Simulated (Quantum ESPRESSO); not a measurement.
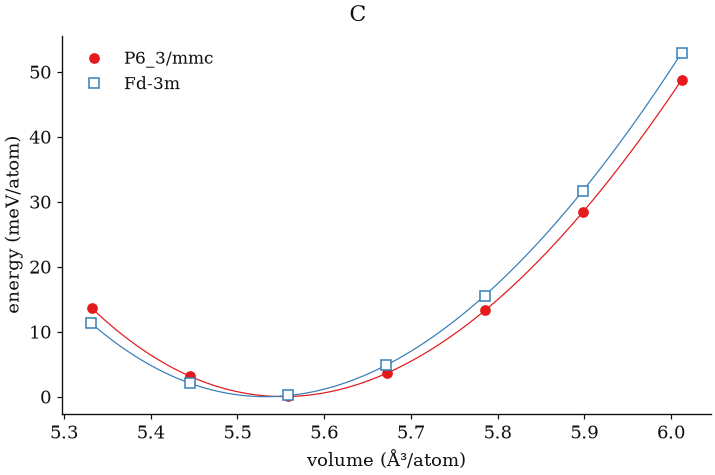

Calculation (Quantum ESPRESSO 7.5): plane-wave DFT, no spin polarisation; energies at scaled volumes of the given cell, shape and fractions fixed, counted from the fit's minimum, third-order Birch-Murnaghan fit. Level: LDA.

```
       setting                             value
   occupations                       Fermi–Dirac
smearing width                           0.05 eV
    potentials  PseudoDojo 0.4.1 SR LDA standard
   wave cutoff                           1116 eV
density cutoff                           4463 eV
```

**Figure.** Energy against volume, with one curve for each structure, for C. Each energy curve has its own zero, so the curves don't rank the structures.

Settings that differ: P6_3/mmc: k mesh 12×12×7; Fd-3m: k mesh 13×13×13.

The fitted equilibrium volumes, smallest first, are Fd-3m 5.533, P6_3/mmc 5.553 Å³/atom. The fitted bulk moduli, smallest first, are Fd-3m 465.3, P6_3/mmc 465.7 GPa.

Keep in mind: shape and atomic fractions are frozen while scaling, which makes layered, chain and framework solids too stiff.
